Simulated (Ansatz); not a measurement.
# Two runs on CdTe

System: CdTe (F-43m, 2 atoms in the cell).
Method of run 1: DFT, PBE, plane waves, PAW, no spin polarisation (Ansatz 0.2.0).

The structure was built on a prototype by a generator. The geometry comes from this level: r2SCAN. Text and figures count atoms from 1; the logs count them from 0 in places.

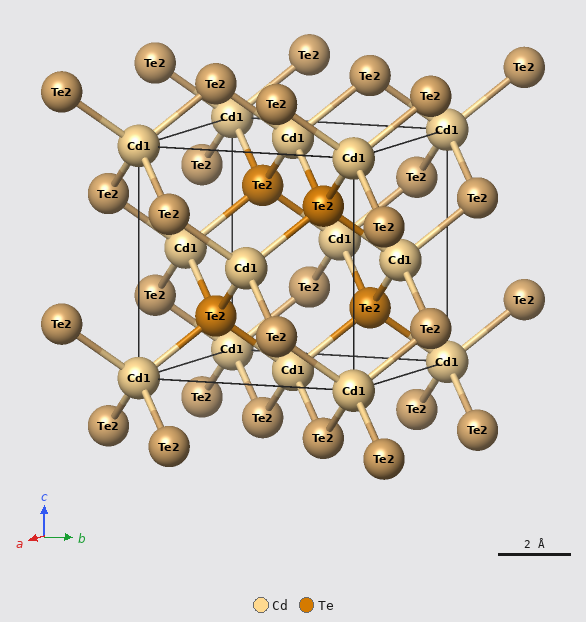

Figure 1. The structure (ball-and-stick view of the cell 4 times as large as that of the calculation, set on its symmetry axes, seen slightly off an axis; neighbours outside the cell are drawn fainter; atoms are numbered from 1 in the order of the input).

### The input, run 1
```yaml
crystal:
  lattice:
    - [0.0, 3.2799551172, 3.2799551172]
    - [3.2799551172, 0.0, 3.2799551172]
    - [3.2799551172, 3.2799551172, 0.0]
  atoms:
    - { symbol: Cd, position: [0.0, 0.0, 0.0] }
    - { symbol: Te, position: [0.25, 0.25, 0.25] }
kpoints:
  mp_grid: { grid: [4, 4, 4] }
hamiltonian:
  xc: pbe
scf:
  occupations: { method: fermi_dirac, width: 0.5 }
  n_extra_bands: 4
output:
  forces: true
  stress: true
  eigenvalues: true
```

Launched with:
```bash
ansatz run input.yaml --threads 4 --pin off --max-ram 3686MiB --backend cpu --events-out ev --progress --plain --runs-dir out
```

Hardware: 4 threads of Arm Neoverse N1, 98 GiB of memory available, shared host.

### Output, shortened to warnings, some set-up lines, iterations and results (run 1)
```
Basis set: ecut = 420 eV, 1411 PW (Γ), exchange–correlation on 64×64×64 points (8 copies of the dense FFT grid, shifted against one another)
Symmetry: 24 space group operations
k-points: 8 of 64 (time reversal used)
Initial density: superposition of atomic densities (neutral atoms: chi_scale 0, normalization atom), corrected by the library's trained network
[...]
SCF iter   1: F=—  HF=-15235.378485 eV  |F-HF|=—  |Δ(HF+E_count)|=         —  Δρ=2.09e-3  dr2=7.28e-3  ethr=1.77e-3  ⟨swp⟩=5.0  Hψ=732  notcnv=0
SCF iter   2: F=—  HF=-15235.377496 eV  |F-HF|=—  |Δ(HF+E_count)|=   9.89e-4  Δρ=1.38e-3  dr2=3.23e-3  ethr=2.02e-5  ⟨swp⟩=2.0  Hψ=293  notcnv=0
SCF iter   3: F=—  HF=-15235.377038 eV  |F-HF|=—  |Δ(HF+E_count)|=   4.58e-4  Δρ=7.03e-4  dr2=2.87e-4  ethr=8.97e-6  ⟨swp⟩=2.0  Hψ=265  notcnv=0
SCF iter   4: F=—  HF=-15235.376975 eV  |F-HF|=—  |Δ(HF+E_count)|=   6.24e-5  Δρ=1.73e-4  dr2=2.04e-5  ethr=7.98e-7  ⟨swp⟩=2.0  Hψ=305  notcnv=0
SCF iter   5: F=—  HF=-15235.376996 eV  |F-HF|=—  |Δ(HF+E_count)|=   2.06e-5  Δρ=5.04e-5  dr2=3.16e-6  ethr=5.66e-8  ⟨swp⟩=2.0  Hψ=272  notcnv=0
SCF iter   6: F=—  HF=-15235.376996 eV  |F-HF|=—  |Δ(HF+E_count)|=   1.94e-7  Δρ=1.40e-5  dr2=1.10e-7  ethr=8.78e-9  ⟨swp⟩=2.0  Hψ=265  notcnv=0
SCF iter   7: F=-15235.376996 eV  HF=-15235.376996 eV  |F-HF|=5.02e-9  |Δ(HF+E_count)|=   7.14e-8  Δρ=4.66e-6  dr2=1.47e-8  ethr=2.78e-10  ⟨swp⟩=5.6  Hψ=735  notcnv=0
SCF 1 converged in 7 iterations: F = -15235.376996 eV  dr2 = 1.47e-8
SCF converged after 7 iterations
Free energy (F): -15235.376996 eV
Harris-Foulkes:  -15235.376996 eV  (|F-HF|=5.02e-9)
Internal energy: -15235.027961 eV  (E = F + TS)
E sigma→0 (E₀):  -15235.202479 eV
Entropy (-TS):   -0.349035 eV (-174.518 meV/atom)
Fermi energy:    7.850775 eV
--- Per-component energies (eV) ---
  E_band       = -804.320463
  E_kinetic    = 685.395425
  E_local      = -5498.231828  (includes V_loc(G=0)·N_el)
  E_nonlocal   = -276.864296
  E_hartree    = 2765.668739
  E_xc         = -300.824358
  E_vxc        = -325.477966  (∫ρ·V_xc dr)
  E_paw        = -8745.801925  (= ΣΔE_a)
  E_vpaw       = -920.482926  (= ΣTr[D̂ρ^β])
  E_aug_tail   = -0.000164  (compensation charges beyond the density's cutoff)
  E_ewald      = -3864.369553
  E_smearing   = -0.349035  (= −TS)
  E_closure    = -0.000000  (closes the sum)
  Σ components = -15235.376996   (vs F -15235.376996, Δ=0.00e0)
--- Forces (eV/Å), atoms counted from 1 ---
  atom   1  Cd     0.00000000    -0.00000000    -0.00000000
  atom   2  Te    -0.00000000     0.00000000    -0.00000000
  max |Σ_I F_I| component: 1.34e-16 eV/Å
--- Stress (GPa, compression-positive) ---
        1.800046       0.000000       0.000000
       -0.000000       1.800046       0.000000
       -0.000000       0.000000       1.800046
  P = ⅓ Tr σ = 1.8000 GPa (18.000 kbar)
```

Run 2 used a changed input.

### The two runs side by side

| quantity | run 1 | run 2 |
| --- | --- | --- |
| outcome | converged | converged |
| free energy per atom (eV) | −7617.6885 | −7617.6372 |
| energy per atom, smearing taken to zero (eV) | −7617.6012 | −7617.6372 |
| pressure (GPa) | 1.80 | 1.19 |
| largest force (eV/Å) | 0.000 | 0.000 |
| SCF iterations | 7 | 9 |
| irreducible k-points | 8 | 8 |
| plane waves at Γ | 1411 | 1411 |
| wall time (shared host) | 1.2 s | 1.4 s |

What was changed in the input?

The change (lines with − go, lines with + come):
```diff
-  occupations: { method: fermi_dirac, width: 0.5 }
+  occupations: { method: cold, width: 0.2 }
```

The energy of run 2 (smearing taken to zero) is 35.9 meV per atom lower, which measures how much it depends on this numerical setting. The pressure goes from 1.80 to 1.19 GPa. The SCF takes 9 iterations against 7.

### Output, shortened to warnings, some set-up lines, iterations and results (run 2)
```
Basis set: ecut = 420 eV, 1411 PW (Γ), exchange–correlation on 64×64×64 points (8 copies of the dense FFT grid, shifted against one another)
Symmetry: 24 space group operations
k-points: 8 of 64 (time reversal used)
Initial density: superposition of atomic densities (neutral atoms: chi_scale 0, normalization atom), corrected by the library's trained network
[...]
SCF iter   1: F=—  HF=-15235.250891 eV  |F-HF|=—  |Δ(HF+E_count)|=         —  Δρ=6.79e-4  dr2=6.39e-4  ethr=1.77e-3  ⟨swp⟩=5.6  Hψ=771  notcnv=0
SCF iter   2: F=—  HF=-15235.252980 eV  |F-HF|=—  |Δ(HF+E_count)|=   1.25e-4  S|Δr|=   7.72e-3  Δρ=3.14e-4  dr2=5.81e-5  ethr=1.78e-6  ⟨swp⟩=4.0  Hψ=459  notcnv=0
SCF iter   3: F=—  HF=-15235.252784 eV  |F-HF|=—  |Δ(HF+E_count)|=   5.46e-5  S|Δr|=   1.03e-3  Δρ=1.05e-4  dr2=5.66e-6  ethr=1.61e-7  ⟨swp⟩=2.0  Hψ=313  notcnv=0
SCF iter   4: F=—  HF=-15235.252807 eV  |F-HF|=—  |Δ(HF+E_count)|=   2.68e-5  S|Δr|=   2.46e-5  Δρ=4.43e-5  dr2=1.10e-6  ethr=1.57e-8  ⟨swp⟩=2.0  Hψ=247  notcnv=0
SCF iter   5: F=—  HF=-15235.252783 eV  |F-HF|=—  |Δ(HF+E_count)|=   8.13e-6  S|Δr|=   1.38e-4  Δρ=9.90e-6  dr2=5.62e-8  ethr=2.78e-10  ⟨swp⟩=5.4  Hψ=888  notcnv=0
SCF iter   6: F=-15235.252762 eV  HF=-15235.252762 eV  |F-HF|=4.05e-9  |Δ(HF+E_count)|=   1.05e-7  S|Δr|=   8.69e-5  Δρ=1.52e-6  dr2=2.71e-9  ethr=1.56e-10  ⟨swp⟩=2.9  Hψ=625 …
SCF iter   7: F=—  HF=-15235.274308 eV  |F-HF|=—  |Δ(HF+E_count)|=         —  Δρ=5.78e-5  dr2=2.64e-6  ethr=7.52e-12  ⟨swp⟩=2.0  Hψ=289  notcnv=0
SCF iter   8: F=—  HF=-15235.274309 eV  |F-HF|=—  |Δ(HF+E_count)|=   4.62e-7  S|Δr|=   1.31e-7  Δρ=3.18e-5  dr2=1.07e-6  ethr=7.52e-12  ⟨swp⟩=4.1  Hψ=505  notcnv=0
SCF iter   9: F=-15235.274308 eV  HF=-15235.274308 eV  |F-HF|=1.02e-8  |Δ(HF+E_count)|=   4.38e-7  S|Δr|=   2.95e-8  Δρ=5.60e-6  dr2=2.69e-8  ethr=7.52e-12  ⟨swp⟩=2.4  Hψ=743 …
SCF 1 converged in 9 iterations: F = -15235.274308 eV  dr2 = 2.69e-8
SCF converged after 9 iterations
Stability not checked: this state was not tested for a lower state beside it, because cold or Methfessel-Paxton smearing, or corrected tetrahedra, fill the levels in a way that the test cannot read (fill_not_monotonic; see scf.lower_state_search)
Free energy (F): -15235.274308 eV
F+E_penalty+E_count: -15235.274309 eV  (lagrangian_ev)
Harris-Foulkes:  -15235.274308 eV  (|F-HF|=1.02e-8)
Internal energy: -15235.274308 eV  (E = F + TS)
E sigma→0 (E₀):  -15235.274308 eV
Fermi energy:    7.375541 eV
Smearing:        width narrowed from 0.2000 eV (input) to 0.0895 eV after iteration 6, whose occupations did not sum to the number of electrons (Fermi level in a gap)
Step filling:    the computed levels leave a gap of 0.6503 eV = 7.3 smearing widths at the electron count; against every level under it full and every level over it empty, smearing changes F+E_penalty+E_count by -1.31e-8 meV and its σ→0 estimate by -1.73e-6 meV
--- Per-component energies (eV) ---
  E_band       = -803.931797
  E_kinetic    = 685.214599
  E_local      = -5499.085394  (includes V_loc(G=0)·N_el)
  E_nonlocal   = -276.638481
  E_hartree    = 2766.474544
  E_xc         = -300.772497
  E_vxc        = -325.424456  (∫ρ·V_xc dr)
  E_paw        = -8746.097363  (= ΣΔE_a)
  E_vpaw       = -920.936081  (= ΣTr[D̂ρ^β])
  E_aug_tail   = -0.000164  (compensation charges beyond the density's cutoff)
  E_ewald      = -3864.369553
  E_smearing   = 0.000000  (= −TS)
  E_closure    = 0.000000  (closes the sum)
  E_count      = -0.000001  (occupations off the electron count; not in F)
  Σ components = -15235.274308   (vs F -15235.274308, Δ=0.00e0)
--- Forces (eV/Å), atoms counted from 1 ---
  atom   1  Cd     0.00000000    -0.00000000     0.00000000
  atom   2  Te    -0.00000000     0.00000000     0.00000000
  max |Σ_I F_I| component: 1.30e-16 eV/Å
--- Stress (GPa, compression-positive) ---
        1.194910       0.000000      -0.000000
        0.000000       1.194910       0.000000
       -0.000000       0.000000       1.194910
  P = ⅓ Tr σ = 1.1949 GPa (11.949 kbar)
```
